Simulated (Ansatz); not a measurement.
Run report: W, geometry relaxation (part 2 of 2)

W (slab, 12 atoms in the cell); DFT PBE+D3(BJ), scalar-relativistic, plane waves, PAW, no spin polarisation (Ansatz 0.2.0); cutoff 420 eV, 4×4×1 k-mesh, Gaussian smearing of 0.1 eV. The structure derives from an entry of the Crystallography Open Database. The input holds or restrains some coordinates. It belongs to a series of runs on one base structure; here: clean slab, lower planes held.

Geometry of the input (Å; fractional positions):
```
5.4722  0.0000  0.0000
-1.8241  5.1592  0.0000
0.0000  0.0000  20.4680
W  0.2500  0.2500  0.3909
W  0.2500  0.7500  0.3909
W  0.7500  0.2500  0.3909
W  0.7500  0.7500  0.3909
W  0.5000  0.5000  0.5000
W  0.5000  0.0000  0.5000
W  0.0000  0.5000  0.5000
W  0.0000  0.0000  0.5000
W  0.7500  0.7500  0.6091
W  0.7500  0.2500  0.6091
W  0.2500  0.7500  0.6091
W  0.2500  0.2500  0.6091
```

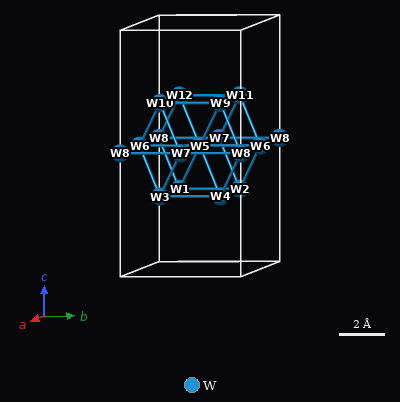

The geometry at step 2 of the log (ball-and-stick view of the cell of the calculation, with the vacuum cut short, seen slightly off an axis; atoms are numbered from 1 in the order of the input).

```
SCF converged after 9 iterations
Free energy (F): -124611.417584 eV
Harris-Foulkes:  -124611.417583 eV  (|F-HF|=3.72e-7)
Internal energy: -124611.351609 eV  (E = F + TS)
E sigma→0 (E₀):  -124611.384596 eV
Entropy (-TS):   -0.065975 eV (-5.498 meV/atom)
Fermi energy:    4.257311 eV
Dipole field:    D = 0.000027 V/Å  (p = 0.000086 e·Å, saw-weighted, corrected)
Work function:   Φ+ = 4.8310 eV   Φ− = 4.8315 eV
Levels:          The Fermi level and band energies are counted from a zero that moves with the ramp; work functions are not
--- Per-component energies (eV) ---
  E_band       = -4009.892828
  E_kinetic    = 5376.736682
  E_local      = -153915.655989  (includes V_loc(G=0)·N_el)
  E_nonlocal   = 16.494079
  E_hartree    = 74428.648951
  E_xc         = -3187.953479
  E_vxc        = -2845.171010  (∫ρ·V_xc dr)
  E_paw        = -102750.405795  (= ΣΔE_a)
  E_vpaw       = -1499.595467  (= ΣTr[D̂ρ^β])
  E_aug_tail   = -0.000693  (compensation charges beyond the density's cutoff)
  E_efield     = 0.000000  (sawtooth field / dipole correction)
  E_vefield    = 0.000220  (∫n·V_field dr)
  E_ewald      = 55426.077094
  E_disp       = -5.292458  (pairwise vdW)
  E_smearing   = -0.065975  (= −TS)
  E_closure    = 0.000000  (closes the sum)
  Σ components = -124611.417584   (vs F -124611.417584, Δ=0.00e0)
--- Forces (eV/Å), atoms counted from 1 ---
  atom   1  W      0.00000000     0.00000000     0.02050386
  atom   2  W      0.00000000     0.00000000     0.02050386
  atom   3  W      0.00000000     0.00000000     0.02050386
  atom   4  W      0.00000000     0.00000000     0.02050386
  atom   5  W     -0.00000000    -0.00000000    -0.00573799
  atom   6  W     -0.00000000    -0.00000000    -0.00573799
  atom   7  W     -0.00000000     0.00000000    -0.00573799
  atom   8  W     -0.00000000    -0.00000000    -0.00573799
  atom   9  W     -0.00000000    -0.00000000    -0.01476693
  atom  10  W     -0.00000000     0.00000000    -0.01476693
  atom  11  W     -0.00000000    -0.00000000    -0.01476693
  atom  12  W     -0.00000000     0.00000000    -0.01476693
  max |Σ_I F_I| component: 4.21e-6 eV/Å
--- Band table (eV; the first three rows and the last of 7) ---
  k-point 0: bands = ["-69.7587", "-69.6682", "-69.6682", "-69.6288", "-69.5929", "-69.5721", "-69.5250", "-69.5250", "-69.5245", "-69.5245", "-69.4743", "-69.4619", "-34.6786", "-34.6786", "-34.6439", "-34.5339", "-34.4424", "-34.4424", "-34.2771", "-34.2207", "-34.2207", "-34.2205", "-34.2041", "-34.1843", "-34.0263", "-33.9089", "-33.9089", "-33.8465", "-33.8465", "-33.8318", "-33.8204", "-33.7375", "-33.7358", "-33.7358", "-33.7114", "-33.4983", "-33.4760", "-33.4760", "-33.4590", "-33.4501", "-33.3652", "-33.2996", "-33.2996", "-33.2763", "-33.2363", "-33.2363", "-33.1762", "-33.1760", "-4.4775", "-2.3342", "-1.7809", "-1.4771", "-1.4771", "-1.4373", "-1.1539", "-1.1539", "-0.9005", "-0.8500", "0.0233", "0.0233", "0.0293", "0.9939", "1.0056", "1.0056", "1.1947", "1.1947", "1.2690", "1.5014", "1.5789", "1.5789", "2.1558", "2.7473", "2.7846", "2.7846", "2.9376", "3.1618", "3.5886", "3.7921", "4.2497", "4.3084", "4.3084", "4.6409", "4.9812", "5.0105", "5.7358", "5.7358", "5.8194", "5.8312", "5.8312", "6.1223", "6.3812", "6.3907", "6.5645", "6.5645", "6.5704", "6.5704", "6.6523", "6.6637", "6.8029", "6.9011", "6.9011"]
  k-point 1: bands = ["-69.7459", "-69.6819", "-69.6625", "-69.6347", "-69.5830", "-69.5649", "-69.5348", "-69.5313", "-69.5174", "-69.5155", "-69.4817", "-69.4711", "-34.6345", "-34.5686", "-34.5602", "-34.4907", "-34.4039", "-34.3794", "-34.2611", "-34.2469", "-34.2043", "-34.1574", "-34.1189", "-34.0898", "-34.0841", "-33.9685", "-33.9461", "-33.8904", "-33.8320", "-33.8309", "-33.8151", "-33.7441", "-33.7079", "-33.6851", "-33.6341", "-33.5963", "-33.5557", "-33.5238", "-33.4942", "-33.4665", "-33.4096", "-33.3770", "-33.3708", "-33.3332", "-33.2877", "-33.2385", "-33.2329", "-33.2242", "-3.9456", "-1.8309", "-1.6600", "-1.2347", "-1.0006", "-0.9925", "-0.9924", "-0.7826", "-0.6495", "-0.4885", "-0.0096", "0.5210", "0.6375", "1.0887", "1.1589", "1.2311", "1.2645", "1.2762", "1.3058", "1.3605", "1.7958", "1.9226", "2.1902", "2.2366", "2.3495", "2.3641", "2.7979", "3.0881", "3.4832", "3.5850", "3.6315", "3.7221", "3.9873", "4.2075", "4.2232", "4.3365", "4.4863", "4.9716", "4.9920", "5.3687", "5.7705", "5.9412", "5.9523", "5.9973", "6.2541", "6.3077", "6.3981", "6.5036", "6.5662", "6.6330", "6.6997", "6.7844", "6.8735"]
  k-point 2: bands = ["-69.7144", "-69.7144", "-69.6488", "-69.6488", "-69.5589", "-69.5589", "-69.5478", "-69.5478", "-69.4996", "-69.4996", "-69.4932", "-69.4932", "-34.5398", "-34.5398", "-34.3920", "-34.3920", "-34.3145", "-34.3145", "-34.2912", "-34.2912", "-34.2308", "-34.2308", "-34.0257", "-34.0257", "-33.9948", "-33.9948", "-33.8353", "-33.8353", "-33.8137", "-33.8137", "-33.7427", "-33.7427", "-33.7413", "-33.7413", "-33.7260", "-33.7260", "-33.6009", "-33.6009", "-33.5148", "-33.5148", "-33.4888", "-33.4888", "-33.4634", "-33.4634", "-33.2609", "-33.2609", "-33.2467", "-33.2467", "-2.6742", "-2.6742", "-0.9871", "-0.9871", "-0.3082", "-0.3082", "-0.2054", "-0.2054", "-0.1840", "-0.1840", "0.1981", "0.1981", "1.0198", "1.0198", "1.2304", "1.2304", "1.2540", "1.2540", "1.7515", "1.7515", "1.8076", "1.8076", "2.1139", "2.1139", "2.5511", "2.5511", "2.8327", "2.8327", "2.8994", "2.8994", "3.1622", "3.1622", "3.4530", "3.4530", "3.5373", "3.5373", "4.5894", "4.5894", "4.8570", "4.8570", "4.9440", "4.9440", "5.3180", "5.3180", "5.9577", "5.9577", "6.1717", "6.1717", "6.3090", "6.3090", "6.3783", "6.3783", "6.6849"]
  k-point 6: bands = ["-69.6939", "-69.6939", "-69.6686", "-69.6686", "-69.5339", "-69.5339", "-69.5249", "-69.5249", "-69.5243", "-69.5243", "-69.5174", "-69.5174", "-34.4048", "-34.4048", "-34.3702", "-34.3702", "-34.2516", "-34.2516", "-34.1093", "-34.1093", "-34.0334", "-34.0334", "-33.9842", "-33.9842", "-33.9032", "-33.9032", "-33.8762", "-33.8762", "-33.8219", "-33.8219", "-33.7527", "-33.7527", "-33.7241", "-33.7241", "-33.7197", "-33.7197", "-33.6996", "-33.6996", "-33.6154", "-33.6154", "-33.5974", "-33.5974", "-33.4982", "-33.4982", "-33.4713", "-33.4713", "-33.4613", "-33.4613", "-2.0990", "-2.0990", "-0.5890", "-0.5890", "-0.2878", "-0.2878", "-0.0573", "-0.0573", "0.2948", "0.2948", "1.1125", "1.1125", "1.2260", "1.2260", "1.3969", "1.3969", "1.4509", "1.4509", "1.8064", "1.8064", "2.4373", "2.4373", "2.5345", "2.5345", "2.6775", "2.6775", "2.9581", "2.9581", "3.2987", "3.2987", "3.3013", "3.3013", "3.3417", "3.3417", "3.6789", "3.6789", "3.7299", "3.7299", "4.1351", "4.1351", "4.8073", "4.8073", "5.0974", "5.0974", "5.2859", "5.2859", "5.2979", "5.2979", "5.5591", "5.5591", "5.7141", "5.7141", "6.0198"]
--- Relaxed structure (3 steps of the walk, 2 accepted, 0 SCFs on fresh bases) ---
  F+E_penalty+E_count = -124611.41758353 eV   max|allowed force component| = 1.477e-2 eV/Å
  atoms:
    - { symbol: W, position: [0.24999999999999994, 0.24999999999999997, 0.39085342539999995] }
    - { symbol: W, position: [0.24999999999999997, 0.7499999999999999, 0.39085342539999995] }
    - { symbol: W, position: [0.7499999999999998, 0.24999999999999994, 0.39085342539999995] }
    - { symbol: W, position: [0.7499999999999998, 0.7499999999999999, 0.39085342539999995] }
    - { symbol: W, position: [0.4999999999999999, 0.49999999999999994, 0.4976272376623587] }
    - { symbol: W, position: [0.4999999999999999, 6.310887241768095e-30, 0.4976272376623587] }
    - { symbol: W, position: [0.0, 0.4999999999999999, 0.4976272376623587] }
    - { symbol: W, position: [-4.926616290540123e-19, 4.0950668777900433e-32, 0.4976272376623587] }
    - { symbol: W, position: [0.7499999999999998, 0.7499999999999999, 0.6043678864740428] }
    - { symbol: W, position: [0.7499999999999998, 0.24999999999999994, 0.6043678864740428] }
    - { symbol: W, position: [0.24999999999999997, 0.7499999999999999, 0.6043678864740428] }
    - { symbol: W, position: [0.24999999999999994, 0.24999999999999997, 0.6043678864740428] }
```

Trajectory as extended XYZ (Å, eV, eV/Å), 3 frames, from step=1 to step=3:
```
12
Lattice="5.4722 0.0000 0.0000 -1.8241 5.1592 0.0000 0.0000 0.0000 20.4680" Properties=species:S:1:pos:R:3:forces:R:3 step=1 energy=-124611.32092
W     0.9120    1.2898    8.0000    0.0000   0.0000   0.4689
W     0.0000    3.8694    8.0000    0.0000   0.0000   0.4689
W     3.6481    1.2898    8.0000    0.0000   0.0000   0.4689
W     2.7361    3.8694    8.0000    0.0000   0.0000   0.4689
W     1.8241    2.5796   10.2340    0.0000   0.0000   0.0000
W     2.7361    0.0000   10.2340    0.0000   0.0000   0.0000
W    -0.9120    2.5796   10.2340    0.0000   0.0000   0.0000
W     0.0000    0.0000   10.2340    0.0000   0.0000   0.0000
W     2.7361    3.8694   12.4680    0.0000   0.0000  -0.4689
W     3.6481    1.2898   12.4680    0.0000   0.0000  -0.4689
W     0.0000    3.8694   12.4680    0.0000   0.0000  -0.4689
W     0.9120    1.2898   12.4680    0.0000   0.0000  -0.4689
12
Lattice="5.4722 0.0000 0.0000 -1.8241 5.1592 0.0000 0.0000 0.0000 20.4680" Properties=species:S:1:pos:R:3:forces:R:3 step=2 energy=-124611.32040 accepted=F
W     0.9120    1.2898    8.0000    0.0000   0.0000  -0.3602
W     0.0000    3.8694    8.0000    0.0000   0.0000  -0.3602
W     3.6481    1.2898    8.0000    0.0000   0.0000  -0.3602
W     2.7361    3.8694    8.0000    0.0000   0.0000  -0.3602
W     1.8241    2.5796   10.1500    0.0000   0.0000  -0.2628
W     2.7361    0.0000   10.1500    0.0000   0.0000  -0.2628
W    -0.9120    2.5796   10.1500    0.0000   0.0000  -0.2628
W     0.0000    0.0000   10.1500    0.0000   0.0000  -0.2628
W     2.7361    3.8694   12.2724    0.0000   0.0000   0.6229
W     3.6481    1.2898   12.2724    0.0000   0.0000   0.6229
W     0.0000    3.8694   12.2724    0.0000   0.0000   0.6229
W     0.9120    1.2898   12.2724    0.0000   0.0000   0.6229
12
Lattice="5.4722 0.0000 0.0000 -1.8241 5.1592 0.0000 0.0000 0.0000 20.4680" Properties=species:S:1:pos:R:3:forces:R:3 step=3 energy=-124611.41758
W     0.9120    1.2898    8.0000    0.0000   0.0000   0.0205
W     0.0000    3.8694    8.0000    0.0000   0.0000   0.0205
W     3.6481    1.2898    8.0000    0.0000   0.0000   0.0205
W     2.7361    3.8694    8.0000    0.0000   0.0000   0.0205
W     1.8241    2.5796   10.1854    0.0000   0.0000  -0.0057
W     2.7361    0.0000   10.1854    0.0000   0.0000  -0.0057
W    -0.9120    2.5796   10.1854    0.0000   0.0000  -0.0057
W     0.0000    0.0000   10.1854    0.0000   0.0000  -0.0057
W     2.7361    3.8694   12.3702    0.0000   0.0000  -0.0148
W     3.6481    1.2898   12.3702    0.0000   0.0000  -0.0148
W     0.0000    3.8694   12.3702    0.0000   0.0000  -0.0148
W     0.9120    1.2898   12.3702    0.0000   0.0000  -0.0148
```

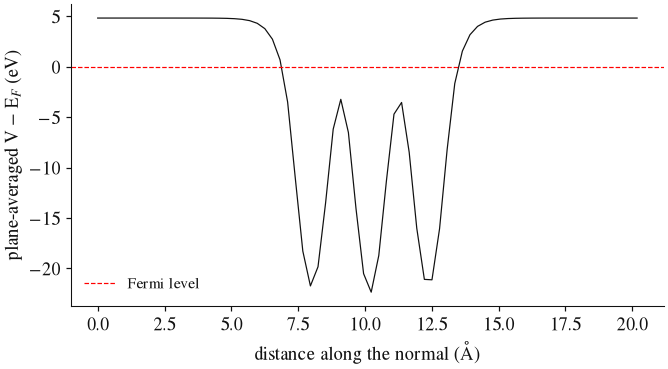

Plane average of the electrostatic potential energy of an electron across the cell, from the Fermi level. The vacuum level lies 4.83 eV above the Fermi level.

Results in brief:

- outcome: converged under the restraints of the input
- electrons treated: 168
- free energy: −124611.4176 eV
- work function, top face: 4.83 eV
- work function, bottom face: 4.83 eV
- Fermi energy: 4.257 eV
- gap on the k-point mesh: none (metallic)
- final volume: 577.86 Å³
- work function (upper face): 4.83 eV
- largest force (length of the vector) at the end, held atoms and coordinates included: 0.021 eV/Å
- wall time: 34 s (CPU time 2.2 min)
- peak memory: 1.5 GiB

Spin–orbit coupling is left out, which matters for W.
